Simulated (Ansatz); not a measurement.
# What a change does: geometry relaxation on HfN

System: HfN (2 atoms in the cell).
Method of the first run: Kohn-Sham DFT of a periodic cell, PBE, all-electron LAPW, scalar-relativistic, no spin polarisation (Ansatz 0.2.0).

The structure derives from an entry of the Crystallography Open Database. Text and figures count atoms from 1; the logs count them from 0 in places.

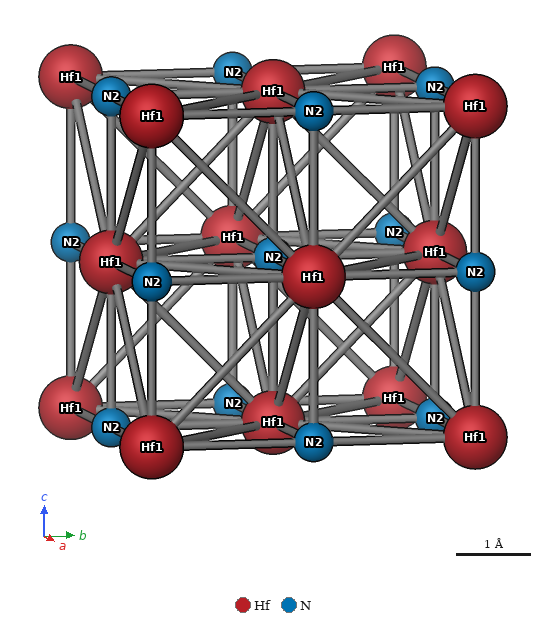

Fig. 1: The structure as given in the input (ball-and-stick view of the cell 4 times as large as that of the calculation, set on its symmetry axes, seen slightly off an axis; atoms are numbered from 1 in the order of the input). Near neighbours in the crystal (not all of them lie inside the picture): Hf has 12 Hf at 3.19 Å and 6 N at 2.26 Å; N has 6 Hf at 2.26 Å.

### Input file, the first run
```yaml
crystal:
  lattice:
    - [0.0, 2.256, 2.256]
    - [2.256, 0.0, 2.256]
    - [2.256, 2.256, 0.0]
  atoms:
    - { symbol: Hf, position: [0.0, 0.0, 0.0] }
    - { symbol: "N", position: [0.5, 0.5, 0.5] }
kpoints:
  mp_grid: { grid: [10, 10, 10] }
scf:
  occupations: { method: fermi_dirac, width: 0.05 }
hamiltonian:
  xc: pbe
  pseudopotentials: { kind: all_electron, lapw: { basis_error: 0.001 } }
output:
  forces: true
  stress: true
relax:
  f_tol: 0.005
  max_steps: 60
  cell: {}
```

Command:
```bash
ansatz run input.yaml --threads 1 --pin off --max-ram 3072MiB --backend cpu --events-out ev --progress --plain --runs-dir out
```

Hardware: 1 thread of Intel Xeon (Granite Rapids), 16 GiB of memory available, shared host.

### Output, shortened to warnings, some set-up lines, iterations and results (the first run)
```
Basis set: ecut = 367.814533866459 eV, 339 PW (Γ), exchange–correlation at level 2
Symmetry: 48 space group operations
k-points: 47 of 1000
Initial density: superposition of atomic densities (chi_scale 0.1, normalization cell, long waves kept (reshape's long-wave potential 0.00 eV rms))
[...]
SCF iter   1: F=—  HF=-411745.642324 eV  |F-HF|=—  |Δ(HF+E_count)|=         —  Δρ=1.29e-1  dr2=4.94e0  ethr=1.01e-2  ⟨swp⟩=2.0  Hψ=8772  notcnv=0
SCF iter   2: F=—  HF=-411744.713078 eV  |F-HF|=—  |Δ(HF+E_count)|=   9.29e-1  Δρ=8.06e-2  dr2=1.64e0  ethr=1.01e-2  ⟨swp⟩=3.0  Hψ=4222  notcnv=0
SCF iter   3: F=—  HF=-411743.697565 eV  |F-HF|=—  |Δ(HF+E_count)|=    1.02e0  Δρ=1.51e-2  dr2=6.25e-2  ethr=1.27e-4  ⟨swp⟩=2.0  Hψ=7235  notcnv=0
SCF iter   4: F=—  HF=-411743.695801 eV  |F-HF|=—  |Δ(HF+E_count)|=         —  Δρ=1.66e-3  dr2=4.76e-4  ethr=1.27e-4  ⟨swp⟩=2.0  Hψ=4398  notcnv=0
SCF iter   5: F=—  HF=-411743.686636 eV  |F-HF|=—  |Δ(HF+E_count)|=   9.16e-3  Δρ=3.39e-3  dr2=3.59e-3  ethr=9.72e-7  ⟨swp⟩=3.0  Hψ=4641  notcnv=0
[... 25 lines ...]
relax step   4: F+E_penalty+E_count = -411743.69661382 eV  Δ(F+E_penalty+E_count) = -3.850e-6 eV  max|allowed force component| = 1.052e-29 eV/Å  Δτ_max = 0.0000 Å  P = +0.000 …
SCF iter   1: F=—  HF=-411743.696613 eV  |F-HF|=—  |Δ(HF+E_count)|=         —  Δρ=8.67e-6  dr2=1.95e-8  ethr=3.96e-11  ⟨swp⟩=3.1  Hψ=7032  notcnv=0
SCF iter   2: F=-411743.696615 eV  HF=-411743.696615 eV  |F-HF|=2.21e-9  |Δ(HF+E_count)|=   1.38e-6  Δρ=5.50e-6  dr2=7.88e-9  ethr=3.96e-11  ⟨swp⟩=3.0  Hψ=4570  notcnv=0
SCF 5 converged in 2 iterations: F = -411743.696615 eV  dr2 = 7.88e-9
relax step   5: F+E_penalty+E_count = -411743.69661481 eV  Δ(F+E_penalty+E_count) = -9.854e-7 eV  max|allowed force component| = 6.574e-30 eV/Å  Δτ_max = 0.0000 Å  P = -0.000 …
basis re-selected at this cell: Δ(F+E_penalty+E_count) = -9.854e-7 eV, ΔP = -0.000 GPa vs the last step (what re-selecting the basis moved, after the strain that the cell walked since its last selection, with what the two solves' SCF thresholds leave and, on support functions, any second-order …
SCF converged after 2 iterations
Free energy (F): -411743.696615 eV
Harris-Foulkes:  -411743.696615 eV  (|F-HF|=2.21e-9)
Internal energy: -411743.690066 eV  (E = F + TS)
E sigma→0 (E₀):  -411743.693340 eV
Entropy (-TS):   -0.006549 eV (-3.274 meV/atom)
Fermi energy:    23.795551 eV
--- Per-component energies (eV) ---
  E_band       = -4418.045076
  E_kinetic    = 457967.607965
  E_xc         = -8604.954001
  E_electrostatic = -861106.344029  (all electrons and nuclei)
  E_smearing   = -0.006549  (= −TS)
  E_closure    = 0.000000  (closes the sum)
  E_atoms      = -411724.663545  (free atoms, spherical and without spin; not in F)
  Σ components = -411743.696615   (vs F -411743.696615, Δ=0.00e0)
  Basis errors (estimates in eV, not in F): energy 3.5e-4 per atom: plane waves 3.1e-4 (1.8e-4 summed), levels above the bands 6.4e-21, relativity 6.9e-8, radial functions 4.0e-5, core shells 8.6e-7; eigenvalues (radial functions only) 3.1e-6; not estimated: angular momenta, meshes, grids; target …
--- Forces (eV/Å), atoms counted from 1 ---
  atom   1  Hf    -0.00000000     0.00000000    -0.00000000
  atom   2  N      0.00000000    -0.00000000    -0.00000000
  max |Σ_I F_I| component: 5.26e-30 eV/Å
--- Stress (GPa, compression-positive) ---
       -0.000476      -0.000000      -0.000000
       -0.000000      -0.000476      -0.000000
       -0.000000      -0.000000      -0.000476
  P = ⅓ Tr σ = -0.0005 GPa (-0.005 kbar)
--- Relaxed structure (4 steps of the walk, 4 accepted, 1 SCFs on fresh bases) ---
  F+E_penalty+E_count = -411743.69661481 eV   max|allowed force component| = 6.574e-30 eV/Å   (the final SCF, on the basis selected at the relaxed cell)
  cell:  # Å, volume = 23.5236 Å³
    - [1.196616275718727e-33, 2.274177481017236, 2.274177481017236]
    - [2.274177481017236, -1.631315202275132e-33, 2.274177481017236]
    - [2.274177481017236, 2.274177481017236, -4.331066227961249e-34]
  atoms:
    - { symbol: Hf, position: [1.000420724104223e-36, -1.2227364405717447e-36, -3.001262172312428e-36] }
[...]
```

The second run used a changed input.

### The two runs side by side

| quantity | the first run | the second run |
| --- | --- | --- |
| outcome | converged | converged |
| free energy per atom (eV) | −205871.8483 | −205807.6435 |
| energy per atom, smearing taken to zero (eV) | −205871.8467 | −205807.6419 |
| pressure (GPa) | 0.00 | −0.01 |
| volume per atom (Å³) | 11.76 | 11.41 |
| largest force (eV/Å) | 0.000 | 0.000 |
| SCF iterations | 25 | 21 |
| irreducible k-points | 47 | 47 |
| wall time (shared host) | 24 s | 21 s |

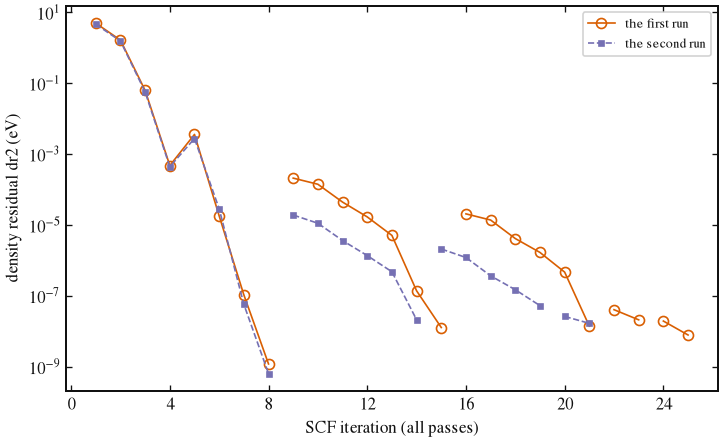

Fig. 2: Convergence of the two runs: density residual dr2 against the SCF iteration. A break in a curve parts two SCF passes. The first run takes 25 iterations in all, and the second run takes 21.

What was changed in the input?

The change (lines with − go, lines with + come):
```diff
-  xc: pbe
+  xc: pbesol
```

The total energies belong to different methods, so their difference says nothing on which is more stable or more accurate. The volume per atom goes from 11.76 to 11.41 Å³. The functional changes from PBE to PBEsol. The SCF takes 21 iterations over all geometry steps against 25.

### Output, shortened to warnings, some set-up lines, iterations and results (the second run)
```
Basis set: ecut = 367.6711583364951 eV, 339 PW (Γ), exchange–correlation at level 2
Symmetry: 48 space group operations
k-points: 47 of 1000
Initial density: superposition of atomic densities (chi_scale 0.1, normalization cell, long waves kept (reshape's long-wave potential 0.00 eV rms))
[...]
SCF iter   1: F=—  HF=-411617.110473 eV  |F-HF|=—  |Δ(HF+E_count)|=         —  Δρ=1.24e-1  dr2=4.59e0  ethr=9.36e-3  ⟨swp⟩=2.0  Hψ=8780  notcnv=0
SCF iter   2: F=—  HF=-411616.260592 eV  |F-HF|=—  |Δ(HF+E_count)|=   8.50e-1  Δρ=7.84e-2  dr2=1.55e0  ethr=9.36e-3  ⟨swp⟩=3.0  Hψ=4223  notcnv=0
SCF iter   3: F=—  HF=-411615.302049 eV  |F-HF|=—  |Δ(HF+E_count)|=   9.59e-1  Δρ=1.45e-2  dr2=5.65e-2  ethr=1.15e-4  ⟨swp⟩=2.0  Hψ=7320  notcnv=0
SCF iter   4: F=—  HF=-411615.295851 eV  |F-HF|=—  |Δ(HF+E_count)|=         —  Δρ=1.51e-3  dr2=4.40e-4  ethr=1.15e-4  ⟨swp⟩=2.0  Hψ=4403  notcnv=0
SCF iter   5: F=—  HF=-411615.287184 eV  |F-HF|=—  |Δ(HF+E_count)|=   8.67e-3  Δρ=2.96e-3  dr2=2.75e-3  ethr=8.98e-7  ⟨swp⟩=3.0  Hψ=4630  notcnv=0
[... 19 lines ...]
relax step   3: F+E_penalty+E_count = -411615.28693292 eV  Δ(F+E_penalty+E_count) = -2.317e-4 eV  max|allowed force component| = 6.327e-31 eV/Å  Δτ_max = 0.0000 Å  P = -0.010 …
SCF iter   1: F=—  HF=-411615.286932 eV  |F-HF|=—  |Δ(HF+E_count)|=         —  Δρ=1.07e-5  dr2=2.63e-8  ethr=5.38e-11  ⟨swp⟩=3.1  Hψ=6761  notcnv=0
SCF iter   2: F=-411615.286933 eV  HF=-411615.286933 eV  |F-HF|=9.95e-9  |Δ(HF+E_count)|=   5.55e-7  Δρ=8.22e-6  dr2=1.68e-8  ethr=5.36e-11  ⟨swp⟩=2.0  Hψ=4199  notcnv=0
SCF 4 converged in 2 iterations: F = -411615.286933 eV  dr2 = 1.68e-8
relax step   4: F+E_penalty+E_count = -411615.28693287 eV  Δ(F+E_penalty+E_count) = +5.064e-8 eV  max|allowed force component| = 8.217e-31 eV/Å  Δτ_max = 0.0000 Å  P = -0.011 …
basis re-selected at this cell: Δ(F+E_penalty+E_count) = +5.064e-8 eV, ΔP = -0.000 GPa vs the last step (what re-selecting the basis moved, after the strain that the cell walked since its last selection, with what the two solves' SCF thresholds leave and, on support functions, any second-order …
SCF converged after 2 iterations
Free energy (F): -411615.286933 eV
Harris-Foulkes:  -411615.286933 eV  (|F-HF|=9.95e-9)
Internal energy: -411615.280663 eV  (E = F + TS)
E sigma→0 (E₀):  -411615.283798 eV
Entropy (-TS):   -0.006270 eV (-3.135 meV/atom)
Fermi energy:    24.357647 eV
--- Per-component energies (eV) ---
  E_band       = -4376.646633
  E_kinetic    = 457785.329850
  E_xc         = -8475.450406
  E_electrostatic = -860925.160107  (all electrons and nuclei)
  E_smearing   = -0.006270  (= −TS)
  E_closure    = 0.000000  (closes the sum)
  E_atoms      = -411595.030029  (free atoms, spherical and without spin; not in F)
  Σ components = -411615.286933   (vs F -411615.286933, Δ=0.00e0)
  Basis errors (estimates in eV, not in F): energy 3.4e-4 per atom: plane waves 3.2e-4 (1.8e-4 summed), levels above the bands 2.5e-21, relativity 3.8e-8, radial functions 2.1e-5, core shells 1.2e-6; eigenvalues (radial functions only) 3.4e-6; not estimated: angular momenta, meshes, grids; target …
--- Forces (eV/Å), atoms counted from 1 ---
  atom   1  Hf     0.00000000     0.00000000    -0.00000000
  atom   2  N      0.00000000     0.00000000     0.00000000
  max |Σ_I F_I| component: 1.68e-30 eV/Å
--- Stress (GPa, compression-positive) ---
       -0.010771      -0.000000      -0.000000
       -0.000000      -0.010771      -0.000000
       -0.000000      -0.000000      -0.010771
  P = ⅓ Tr σ = -0.0108 GPa (-0.108 kbar)
--- Relaxed structure (3 steps of the walk, 3 accepted, 1 SCFs on fresh bases) ---
  F+E_penalty+E_count = -411615.28693287 eV   max|allowed force component| = 8.217e-31 eV/Å   (the final SCF, on the basis selected at the relaxed cell)
  cell:  # Å, volume = 22.8118 Å³
    - [6.496599341941878e-34, 2.2510062429645687, 2.2510062429645687]
    - [2.2510062429645687, 7.0061365452314365e-34, 2.2510062429645687]
    - [2.2510062429645687, 2.2510062429645687, 1.5286116098686772e-34]
  atoms:
    - { symbol: Hf, position: [-7.225260785186363e-37, 7.78105007635605e-37, 9.448417949864358e-37] }
[...]
```

For both runs: Spin–orbit coupling is left out, which matters for Hf. The cell holds an odd number of electrons but the run has no spin polarisation, so it comes out as a metal.
